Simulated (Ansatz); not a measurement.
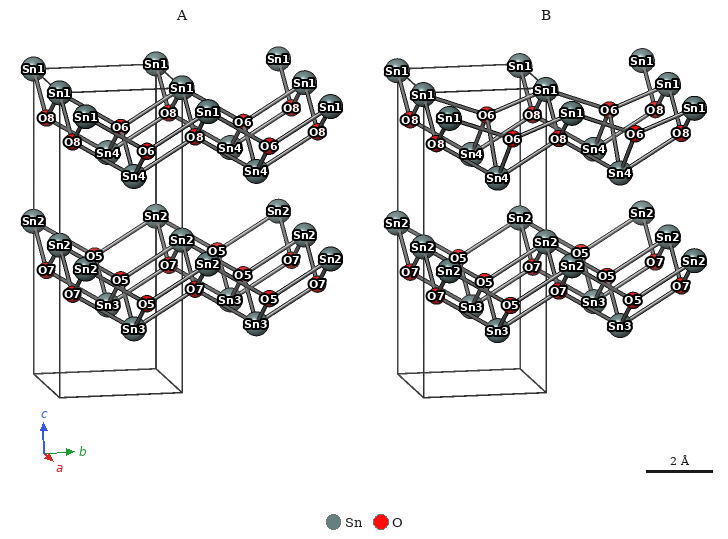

Two geometries of a crystal of SnO (set up in P1), drawn at one scale. One is the start of a relaxation, the other its converged end. Style: ball-and-stick. Shown: the cell of the calculation, repeated 2 × 2 × 1 with one cell outlined, slightly off an axis.

Method: DFT PBE+D3(BJ), scalar-relativistic, plane waves, PAW (Ansatz 0.2.0). Set-up: plane-wave cutoff 420 eV; k-point mesh 10 × 10 × 4; occupations gaussian; smearing width 0.15 eV; no spin polarisation; cell and atoms relaxed; force threshold 0.01 eV/Å; at most 80 steps.

Which one is relaxed?

Answer. Structure A is the relaxed one. The energy falls by 93.8 meV per atom in 4 accepted moves (5 points after the start). Largest force component: 2.9 eV/Å at the start, 0.0013 eV/Å at the end. The pressure goes from 1.66 to 0.02 GPa. At 1 point the geometry stayed and the basis and grid were re-selected for the new cell (energy shift of less than 0.05 meV per atom at most each time). The atom that moves furthest is O6 (0.39 Å along [2 −1 −2]). Largest moves by element: O 0.39 Å, Sn 0.06 Å. The cell doesn't change. Near-neighbour distances that change, for instance: Sn4–O6 2.610 → 2.241 Å, Sn1–O6 1.974 → 2.241 Å, Sn4–O6 (another image) 2.348 → 2.241 Å, Sn1–O6 (another image) 2.163 → 2.241 Å. Among the angles between lasting bonds that change: O6–Sn1–O6 136.0° → 117.7°, Sn1–O6–Sn1 136.0° → 117.7°, O6–Sn1–O8 82.9° → 74.5°. The space group (tolerance 0.01 Å) goes from P1 (No. 1) to P4/nmm (No. 129).
